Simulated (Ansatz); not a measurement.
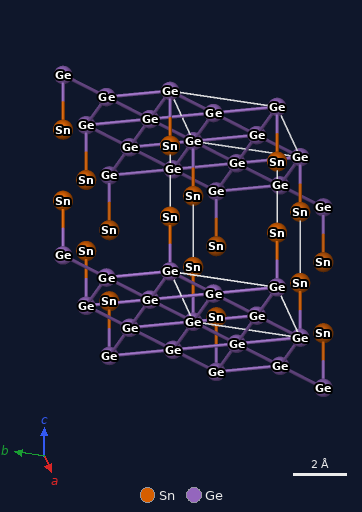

Solid Sn₂Ge₃ (a generated structure, set up in P6/mmm) (coarse preliminary run), before the relaxation. A ball-and-stick model of the cell of the calculation, repeated 2 × 2 × 1 with one cell outlined, seen from a free direction.

Method: DFT PBE, scalar-relativistic, plane waves, PAW (Ansatz 0.2.0).

Input file:
```yaml
crystal:
  lattice:
    - [4.26851847, 0.0, 0.0]
    - [-2.13425924, 3.69664544, 0.0]
    - [0.0, 0.0, 7.68639782]
  atoms:
    - { symbol: Sn, position: [0.0, 0.0, 0.69686612] }
    - { symbol: Sn, position: [0.0, 0.0, 0.30313388] }
    - { symbol: Ge, position: [0.33333333, 0.66666667, 0.0] }
    - { symbol: Ge, position: [0.66666667, 0.33333333, 0.0] }
    - { symbol: Ge, position: [0.0, 0.0, 0.0] }
basis:
  ecutwfc: 420
kpoints:
  mp_grid: { grid: [6, 6, 2] }
hamiltonian:
  xc: pbe
scf:
  occupations: { method: gaussian, width: 0.1 }
  lower_state_search: "off"
output:
  forces: true
  stress: true
  eigenvalues: true
relax:
  adjacent_minimum: "off"
  f_tol: 0.04
  max_steps: 70
  cell: { stress_tol: 0.4 }
```

Run as
```bash
ansatz run input.yaml --threads 1 --pin off --max-ram 2560MiB --backend cpu --events-out ev --progress --plain --runs-dir out
```

What does the optimiser find from here?

The largest moves relative to the cell, 0.20 Å, are those of Sn1 and Sn2. Sn2 goes along −c. Ge stays in place. The drawn cell changes as follows: a = b 4.269 → 4.892 Å (+14.6 %), c 7.686 → 9.211 Å (+19.8 %); the volume changes by +57.4 %. Among the contacts that change: Ge3–Ge4 2.464 → 2.824 Å, Sn1–Ge5 2.330 → 2.592 Å. The space group stays P6/mmm (No. 191). After 7 accepted moves (9 points after the start) the energy has fallen by 3.479 eV per cell of the calculation. The largest force component goes from 3.6 to 0.039 eV/Å. The pressure goes from 25.77 to 0.06 GPa. The SCF was repeated twice at an unchanged geometry on a basis and grid sized afresh for the cell, which shifted the energy by 0.118 eV per cell of the calculation at most.

Step by step:

| step | E − E(0), meV/atom | largest force component, eV/Å | pressure, GPa | volume, Å³/atom | note |
| --- | --- | --- | --- | --- | --- |
| 0 | 0.00 | 3.6008 | 25.77 | 24.257 |  |
| 1 | -438.97 | 0.3643 | 11.32 | 27.541 |  |
| 2 | -590.19 | 0.0510 | 5.16 | 30.577 |  |
| 3 | -649.34 | 0.2910 | 0.99 | 33.770 |  |
| 4 | -662.00 | 0.0597 | 0.49 | 34.801 |  |
| 5 | -663.25 | 0.0109 | -0.16 | 35.595 |  |
| 6 | -686.81 | 0.0158 | 1.09 | 35.595 | same geometry, new basis |
| 7 | -692.43 | 0.0202 | 0.52 | 36.680 |  |
| 8 | -695.47 | 0.0383 | 0.07 | 38.185 |  |
| 9 | -695.82 | 0.0391 | 0.06 | 38.185 | same geometry, new basis |

Final geometry:

```xyz
5
Lattice="4.8922 0.0000 0.0000 -2.4461 4.2367 0.0000 0.0000 0.0000 9.2115" Properties=species:S:1:pos:R:3 pbc="T T T"
Sn    0.0000    0.0000    6.6200
Sn    0.0000    0.0000    2.5915
Ge    0.0000    2.8245    0.0000
Ge    2.4461    1.4122    0.0000
Ge    0.0000    0.0000    0.0000
```

After the run, drawn alike:

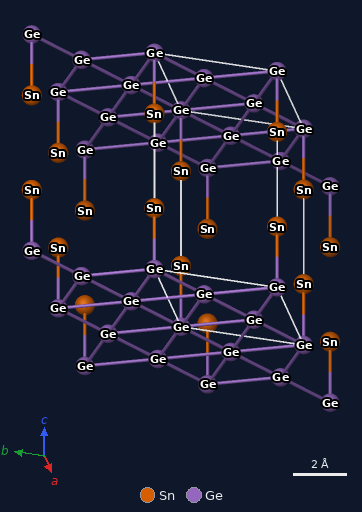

Limits of the set-up: the k-point mesh is coarse for a cell with partly filled bands.
